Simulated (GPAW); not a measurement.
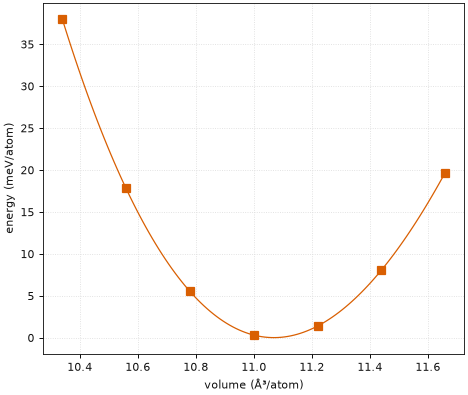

Computed with GPAW 26.7.0: PAW DFT in plane waves, on a grid or in atomic orbitals, collinear spins; energies at scaled volumes of the given cell, shape and fractions fixed, counted from the fit's minimum, third-order Birch-Murnaghan fit. Level: PBEsol, collinear spin.

k mesh 8×8×8; occupations Fermi–Dirac; smearing width 0.05 eV; potentials PAW data sets made by gpaw setup for the functional; wave cutoff 600 eV; program settings basis pw.

The given structure:
```xyz
4
Lattice="3.5303 0.0000 0.0000 0.0000 3.5303 0.0000 0.0000 0.0000 3.5303" Properties=species:S:1:pos:R:3 pbc="T T T"
Ge    0.0000    0.0000    0.0000
Ni    1.7652    1.7652    0.0000
Ni    0.0000    1.7652    1.7652
Ni    1.7652    0.0000    1.7652
```

Figure. Energy against volume for Ni₃Ge, space group Pm-3m (No. 221).

A third-order Birch–Murnaghan fit gives V0 = 11.07 Å³/atom, B0 = 222 GPa and B′ = 4.9. The energy is 38.00 meV/atom at volume 10.34 Å³/atom and 19.67 meV/atom at 11.66 Å³/atom; the lowest computed point is at volume 11.00 Å³/atom (0.30 meV/atom), in a single well.

Keep in mind: nickel data set pressure off other codes.
